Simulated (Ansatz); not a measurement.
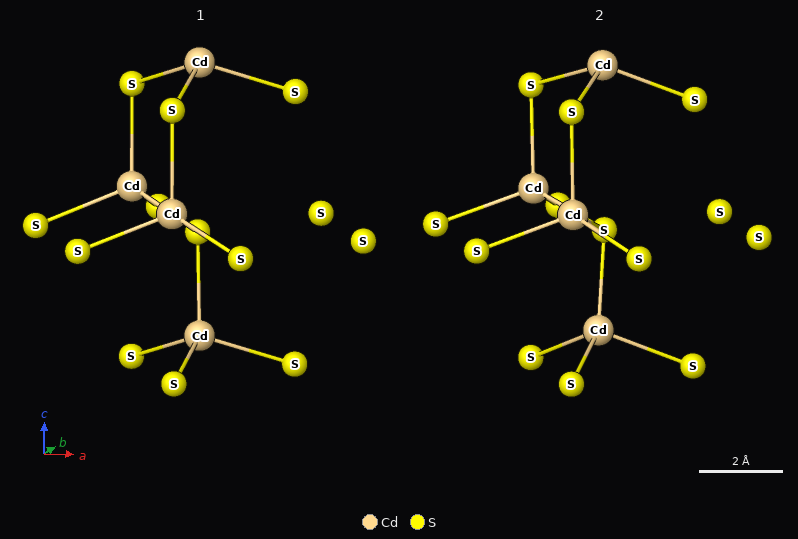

Two geometries of a defect cell of composition Cd$_{47}$S$_{48}$, drawn at one scale. One is the start of a relaxation, the other its converged end. Style: ball-and-stick. Shown: the atoms within 4.2 Å of the atom that moves most (axes of the cell of the calculation (origin shifted)), slightly off an axis.

All numbers below come from DFT, PBEsol, PAW, plane waves in Ansatz 0.2.0. Settings: plane-wave cutoff 420 eV; k-point mesh 1 × 1 × 1; mesh shifted by (0.25, 0.25, 0.25); collinear spin; atoms relaxed in a fixed cell; force threshold 0.03 eV/Å; at most 80 steps.

Which geometry has the lower energy?

Structure 2 is the relaxed one. The atoms of the start lie slightly off their symmetric places, so part of the fall in energy undoes that. The largest move is that of an S atom, 0.20 Å along [3 2 1]. By element the largest moves are S 0.20 Å, Cd 0.14 Å. The cell stays as it was. Among the contacts that change: Cd–S 2.554 → 2.469 Å, Cd–S 2.491 → 2.551 Å, Cd–S 2.534 → 2.482 Å, Cd–S 2.507 → 2.547 Å. Among the angles between lasting bonds that change: S–Cd–S 108.2° → 115.0°, S–Cd–S 108.7° → 115.4°, S–Cd–S 107.8° → 113.4°. Over 3 geometry steps the energy falls by 0.542 eV per cell of the calculation. The largest force component goes from 0.52 to 0.018 eV/Å.
